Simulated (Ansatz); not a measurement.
Geometry relaxation, with input and output: TiO (part 1 of 2)

The run: geometry relaxation of TiO (P-62m, 6 atoms in the cell). Method and program: DFT PBEsol, scalar-relativistic, plane waves, PAW, no spin polarisation (Ansatz 0.2.0).

The structure derives from a Materials Project entry. Figures and captions count atoms from 1; the log counts them from 0 in places.

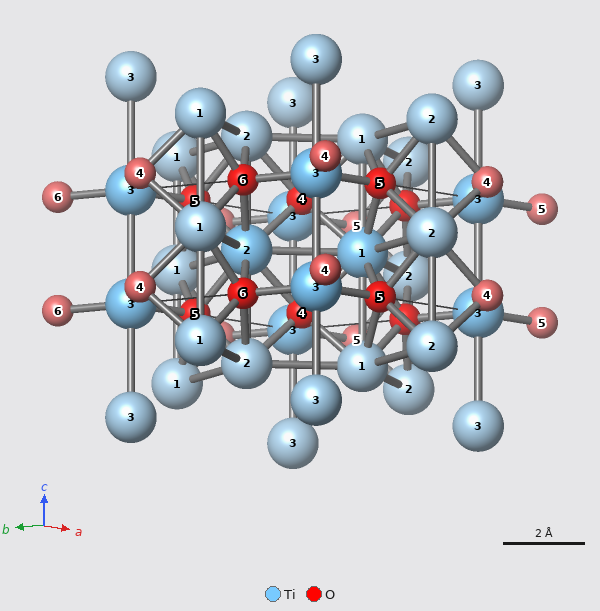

**Figure 1.** The starting structure (ball-and-stick view of the cell of the calculation, seen at an oblique angle; neighbours outside the cell are drawn fainter; atoms are numbered from 1 in the order of the input). An atom can appear more than once, as a periodic image.

Key numbers

```csv
quantity,value
outcome,converged
space group (tolerance 0.01 Å),P-62m (189)
electrons treated,54
free energy,−9112.8331 eV
Fermi energy,16.412 eV
gap on the k-point mesh,none (metallic)
pressure,0.00 GPa
final volume,60.38 Å³
largest force (length of the vector) at the end,under 0.001 eV/Å
final cell,"a = 4.958 Å, b = 4.958 Å, c = 2.836 Å, α = 90.00°, β = 90.00°, γ = 120.00°"
hardware,"1 thread of Arm Neoverse V2, 24 GiB of memory available, shared host"
wall time,2.9 min
peak memory,0.48 GiB
```

The input
```yaml
crystal:
  lattice:
    - [4.989087772, 0.0, 0.0]
    - [-2.494543886, 4.3206767523, 0.0]
    - [0.0, 0.0, 2.87331344]
  atoms:
    - { symbol: Ti, position: [0.66666667, 0.33333333, 0.5] }
    - { symbol: Ti, position: [0.33333333, 0.66666667, 0.5] }
    - { symbol: Ti, position: [0.0, 0.0, 0.0] }
    - { symbol: O, position: [0.60555924, 0.60555924, 0.0] }
    - { symbol: O, position: [0.39444076, 0.0, 0.0] }
    - { symbol: O, position: [0.0, 0.39444076, 0.0] }
basis:
  ecutwfc: 420
kpoints:
  mp_grid: { grid: [12, 12, 12] }
hamiltonian:
  xc: pbesol
scf:
  occupations: { method: gaussian, width: 0.1 }
output:
  forces: true
  stress: true
  eigenvalues: true
  write_density: true
  write_potential: true
  elf: true
  volumetric_format: npy
relax:
  adjacent_minimum: "off"
  f_tol: 0.005
  max_steps: 80
  cell: { stress_tol: 0.05 }
```

Command:
```bash
ansatz run input.yaml --threads 1 --pin off --max-ram 2560MiB --backend cpu --events-out ev --progress --plain --runs-dir out
```

Output
```
Engine: ansatz 0.2.0, aarch64-unknown-linux-gnu
Pseudopotentials: kind: paw
Pseudopotential: Ti, paw, valence charge 12, recommended cutoff 420 eV (normal), Ti.paw.azcp
Pseudopotential: O, paw, valence charge 6, recommended cutoff 420 eV (normal), O.paw.azcp
Functional definition: PBEsol
  exchange = pbesol_x
  correlation = pbesol_c
Crystal: 6 atoms, lattice volume = 61.938 Å³
Basis set: ecut = 420 eV, 1251 PW (Γ), exchange–correlation on 72×72×40 points (8 copies of the dense FFT grid, shifted against one another)
Bands: 33, of which v1, the nominal top of the filled ones, is band 27 counted from 1 (26 counted from 0)
Symmetry: 12 space group operations
Space group: P-62m (ITA 189), of the structure as read, at distance tolerance 4.0e-5 Å
k-points: 133 of 1728 (time reversal used)
Non-local potential: Ti, projectors of the file, l = 0: 3, l = 1: 2, l = 2: 3, l = 3: 1
Non-local potential: O, projectors of the file, l = 0: 2, l = 1: 2, l = 2: 1
PAW form: soft (Blöchl's): semilocal exchange-correlation on the pseudo side does not see the compensation charge
PAW frozen core: Ti, regenerated for the run's functional, and the local potential with it (the file was generated under x = pbe(κ = 0.804, μ = 0.2195149727645171), c = pbe(β = 0.06672455060314922))
PAW frozen core: O, regenerated for the run's functional, and the local potential with it (the file was generated under x = pbe(κ = 0.804, μ = 0.2195149727645171), c = pbe(β = 0.06672455060314922))
PAW one-centre angular grid: Ti, 590 points (default); XC on 64 Gauss nodes
PAW one-centre angular grid: O, 110 points (default); XC on 64 Gauss nodes
Initial density: superposition of atomic densities (neutral atoms: chi_scale 0, normalization atom), corrected by the library's trained network
Initial wavefunctions: pseudopotential atomic-orbital guess
Functional: x = pbesol(κ = 0.804, μ = 0.12345679012345678), c = pbesol(β = 0.046)
SCF iter   1: F=—  HF=-9112.828022 eV  |F-HF|=—  |Δ(HF+E_count)|=         —  Δρ=1.45e-2  dr2=9.28e-2  ethr=1.77e-3  ⟨swp⟩=4.5  Hψ=16967  notcnv=0
preconditioner: auto → Kerker (q_TF=auto, 2.667 Å⁻¹)  [metal: Δε(μ)=0.039 eV  Ē_g=9.841 eV  σ=0.100 eV  W_gap=0.21  n_scr=26 (ndim 8)  ℏωp=25.8 eV  f_vac=0.000  D(μ)=0.72/eV (n_scr^D=0)]
SCF iter   2: F=—  HF=-9112.806565 eV  |F-HF|=—  |Δ(HF+E_count)|=   2.15e-2  Δρ=5.83e-3  dr2=1.79e-2  ethr=1.72e-4  ⟨swp⟩=2.0  Hψ=7657  notcnv=0  defer=150
SCF iter   3: F=—  HF=-9112.803264 eV  |F-HF|=—  |Δ(HF+E_count)|=   3.30e-3  Δρ=1.81e-3  dr2=2.10e-3  ethr=3.32e-5  ⟨swp⟩=2.3  Hψ=6456  notcnv=0  defer=150
SCF iter   4: F=—  HF=-9112.802900 eV  |F-HF|=—  |Δ(HF+E_count)|=   3.64e-4  Δρ=4.99e-4  dr2=1.68e-4  ethr=3.88e-6  ⟨swp⟩=2.4  Hψ=6102  notcnv=0  defer=150
SCF iter   5: F=—  HF=-9112.802863 eV  |F-HF|=—  |Δ(HF+E_count)|=   3.67e-5  Δρ=1.56e-4  dr2=1.41e-5  ethr=3.10e-7  ⟨swp⟩=2.2  Hψ=6363  notcnv=0  defer=150
SCF iter   6: F=—  HF=-9112.802764 eV  |F-HF|=—  |Δ(HF+E_count)|=   9.98e-5  Δρ=3.16e-5  dr2=6.72e-7  ethr=2.61e-8  ⟨swp⟩=2.2  Hψ=6224  notcnv=0  defer=150
SCF iter   7: F=-9112.802763 eV  HF=-9112.802763 eV  |F-HF|=2.38e-8  |Δ(HF+E_count)|=   6.36e-8  Δρ=7.79e-6  dr2=4.91e-8  ethr=1.85e-10  ⟨swp⟩=12.4  Hψ=28539  notcnv=0
SCF 1 converged in 7 iterations: F = -9112.802763 eV  dr2 = 4.91e-8
  greatest PAW one-centre occupation: 0.999 electrons in one spin orbital (limit 2), on the Ti atom at site 2 (counted from 0), in its partial waves of l = 0
relax step   1: F+E_penalty+E_count = -9112.80276346 eV  Δ(F+E_penalty+E_count) = +0.000e0 eV  max|allowed force component| = 2.958e-2 eV/Å  Δτ_max = 0.0000 Å  P = -5.760 GPa  Ω = 61.938 Å³  (7 SCF iters, dr2 threshold 1.00e-7 eV, accepted)
Crystal: 6 atoms, lattice volume = 60.830 Å³
Basis set: ecut = 420 eV, 1215 PW (Γ), exchange–correlation on 72×72×40 points (8 copies of the dense FFT grid, shifted against one another)
Initial density: handed on by an earlier stage of this run
Initial wavefunctions: those handed on with the density
iter 1 solved again at ethr=1.03e-5 eV; its pass at ethr=3.10e-3 eV (dr2=5.55e-3 eV) is discarded
SCF iter   1: F=—  HF=-9112.835136 eV  |F-HF|=—  |Δ(HF+E_count)|=         —  Δρ=2.31e-3  dr2=5.61e-3  ethr=1.03e-5  ⟨swp⟩=1.3  Hψ=23083  notcnv=0
preconditioner: auto → Kerker (q_TF=auto, 2.675 Å⁻¹)  [metal: Δε(μ)=0.026 eV  Ē_g=9.970 eV  σ=0.100 eV  W_gap=0.14  n_scr=26 (ndim 8)  ℏωp=26.1 eV  f_vac=0.000  D(μ)=0.68/eV (n_scr^D=0)]
SCF iter   2: F=—  HF=-9112.834659 eV  |F-HF|=—  |Δ(HF+E_count)|=   4.77e-4  Δρ=9.07e-4  dr2=1.01e-3  ethr=1.03e-5  ⟨swp⟩=1.6  Hψ=4513  notcnv=0
SCF iter   3: F=—  HF=-9112.834548 eV  |F-HF|=—  |Δ(HF+E_count)|=   1.11e-4  Δρ=3.01e-4  dr2=6.00e-5  ethr=1.86e-6  ⟨swp⟩=2.0  Hψ=4715  notcnv=0
SCF iter   4: F=—  HF=-9112.834443 eV  |F-HF|=—  |Δ(HF+E_count)|=   1.04e-4  Δρ=1.26e-4  dr2=1.01e-5  ethr=1.11e-7  ⟨swp⟩=2.0  Hψ=6443  notcnv=0
SCF iter   5: F=—  HF=-9112.834442 eV  |F-HF|=—  |Δ(HF+E_count)|=   1.81e-6  Δρ=3.20e-5  dr2=7.06e-7  ethr=1.87e-8  ⟨swp⟩=2.0  Hψ=5952  notcnv=0
SCF iter   6: F=-9112.834442 eV  HF=-9112.834442 eV  |F-HF|=3.08e-8  |Δ(HF+E_count)|=   3.91e-8  Δρ=9.22e-6  dr2=5.35e-8  ethr=1.11e-9  ⟨swp⟩=10.4  Hψ=28488  notcnv=0
SCF 2 converged in 6 iterations: F = -9112.834442 eV  dr2 = 5.35e-8
  Residual-converged pass: ⟨swp⟩=1.0  Hψ=4924  notcnv=0  max |occ|·‖R‖ = 7.0e-9 eV (tolerance 1.0e-8 eV)  dr2=5.35e-8  dr2_onsite=4.49e-9  max |Δocc| = 1.4e-10
  greatest PAW one-centre occupation: 0.999 electrons in one spin orbital (limit 2), on the Ti atom at site 1 (counted from 0), in its partial waves of l = 0
relax step   2: F+E_penalty+E_count = -9112.83444162 eV  Δ(F+E_penalty+E_count) = -3.168e-2 eV  max|allowed force component| = 1.727e-2 eV/Å  Δτ_max = 0.0009 Å  P = -1.583 GPa  Ω = 60.830 Å³  energy of the carried Pulay correction = +4.326e-3 eV  (6 SCF iters, dr2 threshold 6.00e-7 eV, accepted)
Crystal: 6 atoms, lattice volume = 60.401 Å³
Basis set: ecut = 420 eV, 1191 PW (Γ), exchange–correlation on 72×72×40 points (8 copies of the dense FFT grid, shifted against one another)
iter 1 solved again at ethr=2.11e-6 eV; its pass at ethr=3.10e-3 eV (dr2=1.14e-3 eV) is discarded
SCF iter   1: F=—  HF=-9112.838475 eV  |F-HF|=—  |Δ(HF+E_count)|=         —  Δρ=1.05e-3  dr2=1.14e-3  ethr=2.11e-6  ⟨swp⟩=2.6  Hψ=23567  notcnv=0
preconditioner: auto → Kerker (q_TF=auto, 2.678 Å⁻¹)  [metal: Δε(μ)=0.004 eV  Ē_g=10.021 eV  σ=0.100 eV  W_gap=0.02  n_scr=26 (ndim 8)  ℏωp=26.2 eV  f_vac=0.000  D(μ)=0.67/eV (n_scr^D=0)]
SCF iter   2: F=—  HF=-9112.838374 eV  |F-HF|=—  |Δ(HF+E_count)|=   1.01e-4  Δρ=3.78e-4  dr2=1.96e-4  ethr=2.11e-6  ⟨swp⟩=1.6  Hψ=4506  notcnv=0
SCF iter   3: F=—  HF=-9112.838264 eV  |F-HF|=—  |Δ(HF+E_count)|=   1.10e-4  Δρ=1.22e-4  dr2=1.15e-5  ethr=3.63e-7  ⟨swp⟩=1.9  Hψ=4667  notcnv=0
SCF iter   4: F=—  HF=-9112.838262 eV  |F-HF|=—  |Δ(HF+E_count)|=   1.82e-6  Δρ=5.05e-5  dr2=1.91e-6  ethr=2.13e-8  ⟨swp⟩=2.0  Hψ=6461  notcnv=0
iter 5 did not close the SCF: its close was put off for the readings that it lacked (scf_convergence_deferred on its scf_iter line)
SCF iter   5: F=-9112.838262 eV  HF=-9112.838262 eV  |F-HF|=5.97e-8  |Δ(HF+E_count)|=   3.96e-7  Δρ=1.35e-5  dr2=1.33e-7  ethr=3.53e-9  ⟨swp⟩=2.0  Hψ=5929  notcnv=0
SCF iter   6: F=-9112.838262 eV  HF=-9112.838262 eV  |F-HF|=5.85e-9  |Δ(HF+E_count)|=   1.67e-8  Δρ=3.88e-6  dr2=9.05e-9  ethr=2.46e-10  ⟨swp⟩=6.1  Hψ=24646  notcnv=0
SCF 3 converged in 6 iterations: F = -9112.838262 eV  dr2 = 9.05e-9
relax step   3: F+E_penalty+E_count = -9112.83826208 eV  Δ(F+E_penalty+E_count) = -3.820e-3 eV  max|allowed force component| = 8.983e-3 eV/Å  Δτ_max = 0.0017 Å  P = +0.096 GPa  Ω = 60.401 Å³  energy of the carried Pulay correction = +6.020e-3 eV  (6 SCF iters, dr2 threshold 6.00e-7 eV, accepted)
Crystal: 6 atoms, lattice volume = 60.421 Å³
iter 1 solved again at ethr=7.20e-9 eV; its pass at ethr=3.10e-3 eV (dr2=3.89e-6 eV) is discarded
SCF iter   1: F=—  HF=-9112.838296 eV  |F-HF|=—  |Δ(HF+E_count)|=         —  Δρ=7.38e-5  dr2=4.15e-6  ethr=7.20e-9  ⟨swp⟩=2.2  Hψ=22839  notcnv=0
preconditioner: auto → Kerker (q_TF=auto, 2.678 Å⁻¹)  [metal: Δε(μ)=0.007 eV  Ē_g=10.017 eV  σ=0.100 eV  W_gap=0.04  n_scr=26 (ndim 8)  ℏωp=26.2 eV  f_vac=0.000  D(μ)=0.67/eV (n_scr^D=0)]
SCF iter   2: F=—  HF=-9112.838197 eV  |F-HF|=—  |Δ(HF+E_count)|=   9.88e-5  Δρ=3.16e-5  dr2=7.06e-7  ethr=7.20e-9  ⟨swp⟩=1.7  Hψ=4575  notcnv=0
SCF iter   3: F=—  HF=-9112.838197 eV  |F-HF|=—  |Δ(HF+E_count)|=   1.33e-7  Δρ=1.12e-5  dr2=7.24e-8  ethr=1.31e-9  ⟨swp⟩=1.8  Hψ=4623  notcnv=0
iter 4 did not close the SCF: its close was put off for the readings that it lacked (scf_convergence_deferred on its scf_iter line)
SCF iter   4: F=-9112.838197 eV  HF=-9112.838197 eV  |F-HF|=8.65e-9  |Δ(HF+E_count)|=   1.76e-8  Δρ=4.49e-6  dr2=1.20e-8  ethr=1.34e-10  ⟨swp⟩=2.0  Hψ=6352  notcnv=0
iter 5 did not close the SCF: its close was put off for the readings that it lacked (scf_convergence_deferred on its scf_iter line)
SCF iter   5: F=-9112.838197 eV  HF=-9112.838197 eV  |F-HF|=5.13e-10  |Δ(HF+E_count)|=   2.59e-9  Δρ=1.11e-6  dr2=8.47e-10  ethr=2.21e-11  ⟨swp⟩=2.0  Hψ=5721  notcnv=0
SCF iter   6: F=-9112.838197 eV  HF=-9112.838197 eV  |F-HF|=4.37e-11  |Δ(HF+E_count)|=  2.91e-11  Δρ=3.36e-7  dr2=5.83e-11  ethr=1.57e-12  ⟨swp⟩=4.3  Hψ=20144  notcnv=0
SCF 4 converged in 6 iterations: F = -9112.838197 eV  dr2 = 5.83e-11
relax step   4: F+E_penalty+E_count = -9112.83819693 eV  Δ(F+E_penalty+E_count) = +6.515e-5 eV  max|allowed force component| = 4.102e-3 eV/Å  Δτ_max = 0.0002 Å  P = +0.009 GPa  Ω = 60.421 Å³  energy of the carried Pulay correction = +5.940e-3 eV  (6 SCF iters, accepted)
Initial wavefunctions: pseudopotential atomic-orbital guess (no wavefunctions were taken with the density)
iter 1 solved again at ethr=1.78e-8 eV; its pass at ethr=3.10e-3 eV (dr2=9.63e-6 eV) is discarded
SCF iter   1: F=—  HF=-9112.833166 eV  |F-HF|=—  |Δ(HF+E_count)|=         —  Δρ=2.00e-4  dr2=3.58e-6  ethr=1.78e-8  ⟨swp⟩=4.1  Hψ=28615  notcnv=0
SCF iter   2: F=—  HF=-9112.833074 eV  |F-HF|=—  |Δ(HF+E_count)|=   9.23e-5  Δρ=9.75e-5  dr2=7.81e-7  ethr=6.63e-9  ⟨swp⟩=2.0  Hψ=6000  notcnv=0
SCF iter   3: F=—  HF=-9112.833075 eV  |F-HF|=—  |Δ(HF+E_count)|=   7.58e-7  Δρ=2.40e-5  dr2=5.05e-8  ethr=1.45e-9  ⟨swp⟩=2.5  Hψ=5750  notcnv=0
SCF iter   4: F=—  HF=-9112.833075 eV  |F-HF|=—  |Δ(HF+E_count)|=   4.62e-8  Δρ=1.09e-6  dr2=4.67e-10  ethr=9.36e-11  ⟨swp⟩=2.1  Hψ=5694  notcnv=0
SCF iter   5: F=—  HF=-9112.833075 eV  |F-HF|=—  |Δ(HF+E_count)|=  1.09e-11  Δρ=3.69e-7  dr2=8.40e-11  ethr=1.00e-12  ⟨swp⟩=2.3  Hψ=5935  notcnv=0
SCF iter   6: F=-9112.833075 eV  HF=-9112.833075 eV  |F-HF|=0.00e0  |Δ(HF+E_count)|=  2.18e-11  Δρ=9.98e-8  dr2=7.09e-12  ethr=1.00e-12  ⟨swp⟩=5.9  Hψ=17369  notcnv=0
SCF 5 converged in 6 iterations: F = -9112.833075 eV  dr2 = 7.09e-12
relax step   5: F+E_penalty+E_count = -9112.83307460 eV  Δ(F+E_penalty+E_count) = +5.122e-3 eV  max|allowed force component| = 3.983e-3 eV/Å  Δτ_max = 0.0000 Å  P = -0.144 GPa  Ω = 60.421 Å³  stress off target by 1.98e-1 GPa  SCF on the basis re-selected at this cell (its energy is not comparable with the rows above)  (6 SCF iters)
basis re-selected at this cell: Δ(F+E_penalty+E_count) = +5.122e-3 eV, ΔP = -0.152 GPa vs the last step (what re-selecting the basis moved, of the pressure what is left beyond the Pulay correction that the steps carried, after the strain that the cell walked since its last selection, with what the two solves' SCF thresholds leave and, on support functions, any second-order correction that the steps lacked; it is no measure of the basis error at this ecutwfc). This SCF's stress stands 1.98e-1 GPa from its target on what of the cell is left free (relax.cell.stress_tol is 5.00e-2 GPa) and its largest allowed force component is 3.98e-3 eV/Å (relax.f_tol is 5.00e-3 eV/Å): not within both, so this SCF does not close the relaxation
Crystal: 6 atoms, lattice volume = 60.384 Å³
iter 1 solved again at ethr=3.60e-8 eV; its pass at ethr=3.10e-3 eV (dr2=1.94e-5 eV) is discarded
SCF iter   1: F=—  HF=-9112.833340 eV  |F-HF|=—  |Δ(HF+E_count)|=         —  Δρ=1.32e-4  dr2=1.99e-5  ethr=3.60e-8  ⟨swp⟩=2.8  Hψ=22834  notcnv=0
preconditioner: auto → Kerker (q_TF=auto, 2.678 Å⁻¹)  [metal: Δε(μ)=0.007 eV  Ē_g=10.022 eV  σ=0.100 eV  W_gap=0.04  n_scr=26 (ndim 8)  ℏωp=26.2 eV  f_vac=0.000  D(μ)=0.67/eV (n_scr^D=0)]
SCF iter   2: F=—  HF=-9112.833240 eV  |F-HF|=—  |Δ(HF+E_count)|=   1.00e-4  Δρ=4.85e-5  dr2=3.19e-6  ethr=3.60e-8  ⟨swp⟩=1.7  Hψ=4546  notcnv=0
SCF iter   3: F=—  HF=-9112.833239 eV  |F-HF|=—  |Δ(HF+E_count)|=   3.90e-7  Δρ=1.50e-5  dr2=1.64e-7  ethr=5.90e-9  ⟨swp⟩=1.9  Hψ=4635  notcnv=0
iter 4 did not close the SCF: its close was put off for the readings that it lacked (scf_convergence_deferred on its scf_iter line)
SCF iter   4: F=-9112.833239 eV  HF=-9112.833239 eV  |F-HF|=2.14e-8  |Δ(HF+E_count)|=   3.00e-8  Δρ=6.67e-6  dr2=2.93e-8  ethr=3.04e-10  ⟨swp⟩=2.0  Hψ=6459  notcnv=0
iter 5 did not close the SCF: its close was put off for the readings that it lacked (scf_convergence_deferred on its scf_iter line)
SCF iter   5: F=-9112.833239 eV  HF=-9112.833239 eV  |F-HF|=1.69e-9  |Δ(HF+E_count)|=   6.24e-9  Δρ=1.96e-6  dr2=2.84e-9  ethr=5.42e-11  ⟨swp⟩=2.0  Hψ=5866  notcnv=0
SCF iter   6: F=-9112.833239 eV  HF=-9112.833239 eV  |F-HF|=2.16e-10  |Δ(HF+E_count)|=  3.53e-10  Δρ=6.97e-7  dr2=2.89e-10  ethr=5.26e-12  ⟨swp⟩=4.7  Hψ=20751  notcnv=0
SCF 6 converged in 6 iterations: F = -9112.833239 eV  dr2 = 2.89e-10
  greatest PAW one-centre occupation: 0.999 electrons in one spin orbital (limit 2), on the Ti atom at site 0 (counted from 0), in its partial waves of l = 0
relax step   6: F+E_penalty+E_count = -9112.83323936 eV  Δ(F+E_penalty+E_count) = -1.648e-4 eV  max|allowed force component| = 3.265e-4 eV/Å  Δτ_max = 0.0003 Å  P = -0.001 GPa  Ω = 60.384 Å³  energy of the carried Pulay correction = +1.439e-4 eV  (6 SCF iters, dr2 threshold 9.79e-8 eV, accepted)
iter 1 solved again at ethr=1.01e-8 eV; its pass at ethr=3.10e-3 eV (dr2=5.44e-6 eV) is discarded
```
